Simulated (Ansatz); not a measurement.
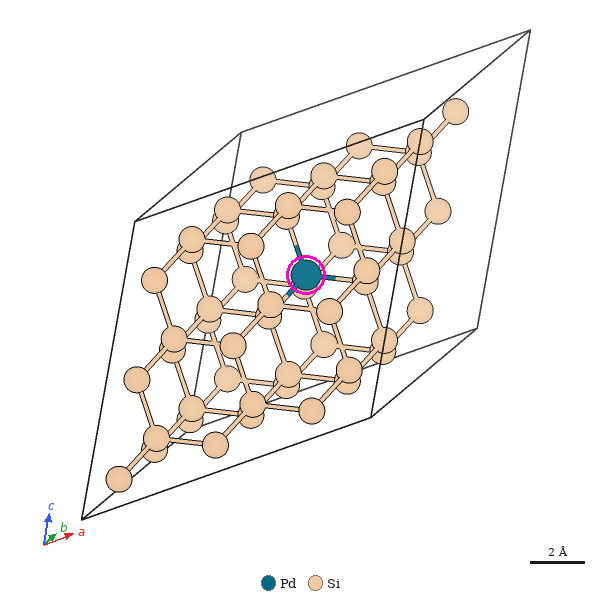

View slightly off an axis, drawn as a ball-and-stick model. The supercell is drawn as a box. The host is Si, in a cell of 54 sites, and the cell carries a charge of +1. A ring marks the defect's site.

**Which defect is modelled here, and what are its neighbours?**

Palladium on a silicon site (a substitutional impurity). It is bonded to four Si in a tetrahedral arrangement at about 2.4 Å.

Setup: Ansatz, DFT PBE, scalar-relativistic, plane waves, PAW; a plane-wave cutoff of 420 eV, a 2×2×2 sampling of the Brillouin zone, Gaussian smearing of 0.01 eV, collinear spins.

**Does the defect leave unpaired spin?**

No net moment.

The atoms were relaxed in the host's cell with Ansatz, DFT PBE, scalar-relativistic, plane waves, PAW.
